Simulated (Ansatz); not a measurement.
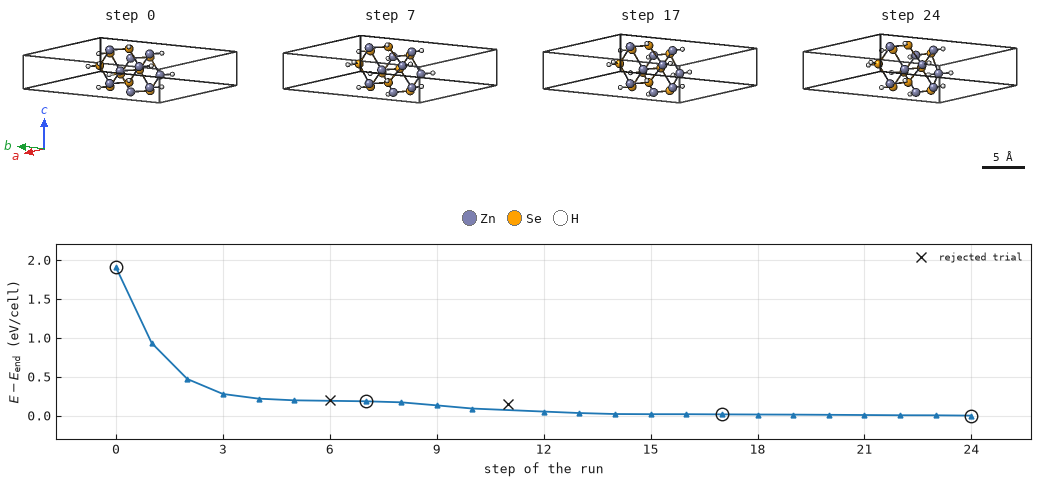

Frames of a relaxation of a wire of composition Zn3H5Se3, marked on the history of the run. The picture is a ball-and-stick view of the cell of the calculation, with the vacuum cut short (origin shifted), seen from a free direction.

Case: wire along [1 1 0], 12 atoms a period, capped with H.

All numbers below come from Ansatz, DFT PBE, scalar-relativistic, plane waves, PAW.

Input
```yaml
crystal:
  lattice:
    - [17.6, 0.0, 0.0]
    - [0.0, 21.1, 0.0]
    - [0.0, 0.0, 4.05302313]
  atoms:
    - { symbol: Zn, position: [0.5575713513, 0.5350509026, 0.0] }
    - { symbol: Zn, position: [0.5575713513, 0.2633997046, 0.0] }
    - { symbol: Se, position: [0.5575713513, 0.6029637022, 0.5] }
    - { symbol: Se, position: [0.5575713513, 0.3313125041, 0.5] }
    - { symbol: Zn, position: [0.4424286487, 0.6708765017, 0.5] }
    - { symbol: Zn, position: [0.4424286487, 0.3992253036, 0.5] }
    - { symbol: Se, position: [0.6727140538, 0.4671381031, 0.0] }
    - { symbol: Zn, position: [0.6727140538, 0.3992253036, 0.5] }
    - { symbol: Se, position: [0.4424286487, 0.7387893012, 0.0] }
    - { symbol: Se, position: [0.4424286487, 0.4671381031, 0.0] }
    - { symbol: Zn, position: [0.3272859462, 0.5350509026, 0.0] }
    - { symbol: Se, position: [0.3272859462, 0.6029637022, 0.5] }
    - { symbol: H, position: [0.6294787206, 0.220987718, 0.0] }
    - { symbol: H, position: [0.4856639819, 0.220987718, 0.0] }
    - { symbol: H, position: [0.6257673725, 0.643186683, 0.5] }
    - { symbol: H, position: [0.3705212794, 0.356813317, 0.5] }
    - { symbol: H, position: [0.7409100751, 0.507361084, 0.0] }
    - { symbol: H, position: [0.7446214232, 0.356813317, 0.5] }
    - { symbol: H, position: [0.51062467, 0.779012282, 0.0] }
    - { symbol: H, position: [0.3742326275, 0.779012282, 0.0] }
    - { symbol: H, position: [0.2553785768, 0.492638916, 0.0] }
    - { symbol: H, position: [0.2590899249, 0.643186683, 0.5] }
basis:
  ecutwfc: 420
kpoints:
  mp_grid: { grid: [1, 1, 8] }
hamiltonian:
  xc: pbe
scf:
  occupations: { method: gaussian, width: 0.05 }
output:
  forces: true
  stress: true
  eigenvalues: true
  populations: true
  write_density: true
  write_potential: true
  elf: true
  volumetric_format: npy
relax:
  adjacent_minimum: "off"
  f_tol: 0.02
  max_steps: 45
  cell: { fix: [a, b, alpha, beta, gamma], stress_tol: 0.03 }
```

Command:
```bash
ansatz run input.yaml --threads 4 --pin off --max-ram 11264MiB --backend cpu --events-out ev --progress --plain --runs-dir out
```

**Describe the path.**

The run was cut off at its time limit before the relaxation converged, so the last structure is only a point on the way. H13 moves most relative to the centre of the atoms: 1.46 Å. By element the largest moves are H 1.46 Å, Zn 0.74 Å, Se 0.38 Å. Along the periodic axis the drawn cell goes c 4.053 → 4.482 Å (+10.6 %). Some distances before and after: Se7–Zn8 2.482 → 2.911 Å, Zn11–Se12 2.482 → 2.870 Å, Zn5–Se9 2.482 → 2.784 Å, Zn1–Se3 2.482 → 2.750 Å. Among the angles between lasting bonds that change: H13–Zn2–H14 109.5° → 157.6°, Se4–Zn8–H18 109.5° → 157.5°, Se10–Zn11–H21 109.5° → 150.6°. Over 22 accepted moves (24 points after the start) the energy falls by 1.905 eV per cell of the calculation. Largest force component: 1.4 eV/Å at the start, 0.055 eV/Å at the end. The line search rejected the trial steps at points 6, 11 of the run. The run took 27 min on 4 threads of Arm Neoverse V2, on a shared host, peak memory 3.4 GiB. From step 0 to 7: H20 moves most (0.74 Å), energy −1.720 eV per cell of the calculation. From step 7 to 17: H13 moves most (0.75 Å), energy −0.168 eV per cell of the calculation. From step 17 to 24: H14 moves most (0.65 Å), energy −16.1 meV per cell of the calculation.

```
step  E − E(0), meV/atom  largest force component, eV/Å      note
   0                0.00                         1.4445          
   1              -44.16                         0.8023          
   2              -65.17                         0.4746          
   3              -73.92                         0.4967          
   4              -76.65                         0.3125          
   5              -77.63                         0.1484          
   6              -77.27                         0.2832  rejected
   7              -78.19                         0.0485          
   8              -78.79                         0.2086          
   9              -80.58                         0.4656          
  10              -82.44                         0.5449          
  11              -80.05                         1.5834  rejected
  12              -84.20                         0.2855          
  13              -85.06                         0.1664          
  14              -85.64                         0.0470          
  15              -85.73                         0.0618          
  16              -85.73                         0.0465          
  17              -85.84                         0.0206          
  18              -85.91                         0.0311          
  19              -85.98                         0.1267          
  20              -86.10                         0.0639          
  21              -86.22                         0.1460          
  22              -86.35                         0.0426          
  23              -86.38                         0.1796          
  24              -86.57                         0.0554
```
